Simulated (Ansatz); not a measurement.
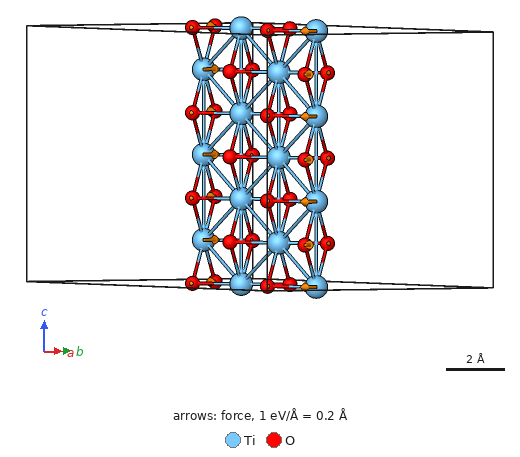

Starting geometry of a wire of composition TiO$_{2}$ with the computed forces as orange arrows. Style: ball-and-stick. Shown: the 3 repeat of the cell, with the vacuum cut short, from a free direction.

Case: zigzag ribbon, 4 formula units a period, edge spins opposed.

Computed with DFT PBE, scalar-relativistic, plane waves, PAW (Ansatz 0.2.0).

Input
```yaml
crystal:
  lattice:
    - [18.5, 0.0, 0.0]
    - [0.0, 11.2, 0.0]
    - [0.0, 0.0, 2.9895007801]
  atoms:
    - { symbol: Ti, position: [0.2900824092, 0.5, 0.5], spin: 1.0 }
    - { symbol: Ti, position: [0.4300274697, 0.5, 1.0] }
    - { symbol: Ti, position: [0.5699725303, 0.5, 0.5] }
    - { symbol: Ti, position: [0.7099175908, 0.5, 1.0], spin: -1.0 }
    - { symbol: O, position: [0.2434340557, 0.5861352263, 0.0], spin: 1.0 }
    - { symbol: O, position: [0.3833791162, 0.5861352263, 0.5] }
    - { symbol: O, position: [0.5233241768, 0.5861352263, 0.0] }
    - { symbol: O, position: [0.6632692373, 0.5861352263, 0.5] }
    - { symbol: O, position: [0.3367307627, 0.4138647737, 0.0] }
    - { symbol: O, position: [0.4766758232, 0.4138647737, 0.5] }
    - { symbol: O, position: [0.6166208838, 0.4138647737, 0.0] }
    - { symbol: O, position: [0.7565659443, 0.4138647737, 0.5], spin: -1.0 }
basis:
  ecutwfc: 420
kpoints:
  mp_grid: { grid: [1, 1, 18] }
hamiltonian:
  xc: pbe
scf:
  occupations: { method: gaussian, width: 0.05 }
output:
  forces: true
  stress: true
  eigenvalues: true
  populations: true
  write_density: true
  write_potential: true
  elf: true
  volumetric_format: npy
magnetization:
  spin_polarized: true
relax:
  adjacent_minimum: "off"
  f_tol: 0.02
  max_steps: 45
  cell: { fix: [a, b, alpha, beta, gamma], stress_tol: 0.03 }
```

Launched with:
```bash
ansatz run input.yaml --threads 4 --pin off --max-ram 9216MiB --backend cpu --events-out ev --progress --plain --runs-dir out
```

Question: Is this structure relaxed? If not, where do the atoms go?

Answer: It isn't relaxed: the largest force vector, on Ti atoms, is 3.96 eV/Å. The final displacements follow the starting forces only in part (cosine between the two patterns 0.69). The energy falls by 1.531 eV per cell of the calculation in 8 accepted moves (10 points after the start). The largest force component goes from 3.9 to 0.011 eV/Å. The line search rejected the trial step at point 5 of the run. The SCF was repeated once at an unchanged geometry on a basis and grid sized afresh for the cell, which shifted the energy by 3.5 meV per cell of the calculation at most. The largest moves relative to the layer's centre, 0.30 Å, are those of Ti1 and Ti4. By element the largest moves are Ti 0.30 Å, O 0.08 Å. Along the periodic axis the drawn cell goes c 8.969 → 8.910 Å (−0.7 %). Near-neighbour distances that change, for instance: Ti2–O7 1.977 → 2.167 Å, Ti1–O6 1.977 → 1.826 Å, Ti1–O5 1.977 → 1.840 Å, Ti1–O9 1.977 → 2.111 Å. Bond angles that change, for instance: Ti1–O5–Ti1 98.2° → 107.6°, Ti4–O8–Ti4 98.2° → 89.4°, Ti2–O6–Ti2 98.2° → 90.7°. The program noted that the starting moments weren't kept. Cost: 120 s on 4 threads of AMD EPYC 9R45 96-Core Processor (Zen 5) (shared host), peak memory 1.6 GiB.
